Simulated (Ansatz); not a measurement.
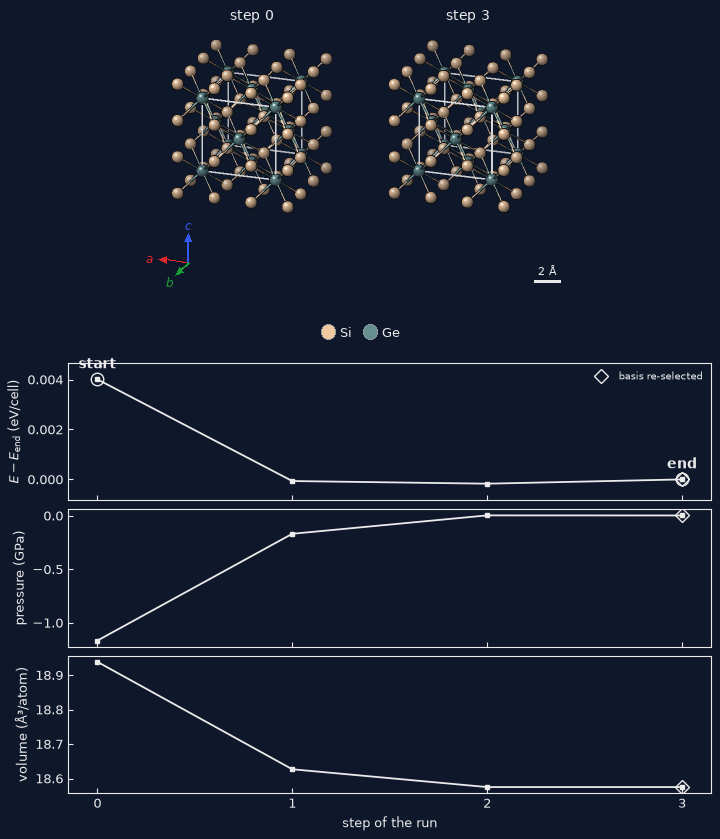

First and last geometry of a relaxation of a crystal of Si2Ge (built on the fluorite_225 type), with the history of the run. Style: ball-and-stick. Shown: the conventional cell (4 times the calculation's cell), from a free direction. Lengths and directions refer to the drawn axes.

Case: fluorite type (Fm-3m, No. 225).

Computed with DFT r2SCAN, scalar-relativistic, plane waves, PAW (Ansatz). (plane-wave cutoff 500 eV; k-point mesh 14 × 14 × 14; occupations gaussian; smearing width 0.1 eV; no spin polarisation; cell and atoms relaxed; force threshold 0.01 eV/Å; at most 80 steps)

Q: Did the run converge, and what did it change?

A: It converged. Over 2 accepted moves (3 points after the start) the energy falls by 4.0 meV per cell of the calculation. All forces vanish by symmetry, so only the cell relaxes. Pressure: −1.17 GPa at the start and 0.00 GPa at the end. The SCF was repeated once at an unchanged geometry on a basis and grid sized afresh for the cell, which shifted the energy by 0.2 meV per cell of the calculation at most. No atom moves by more than 0.005 Å relative to the cell. The volume changes by −1.9 %, with a = b = c 6.103 → 6.063 Å (−0.6 %). Some distances before and after: Ge–Si 2.642 → 2.625 Å. The space group stays Fm-3m (No. 225).
